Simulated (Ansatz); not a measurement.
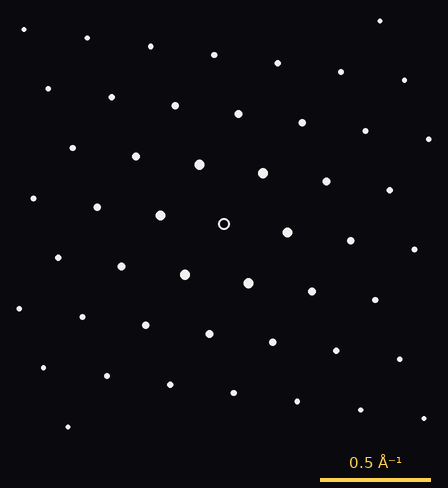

Computed electron diffraction pattern, 200 kV, single scattering only, B = 0.3 Å².

Phase: Sr, space group Im-3m (No. 229), a = 4.826 Å. Structure: the input geometry of an electronic-structure calculation (not necessarily at equilibrium); the starting structure was generated, so it need not be a known form of this composition.

Question: Determine the zone axis from the geometry of the pattern.

Answer: The spots form a hexagonal net with both shortest vectors at d = 3.41 Å, 60.0° apart. They index as -1 1 0 and -1 0 1, so the zone axis is [111] (or an equivalent direction of <111>).
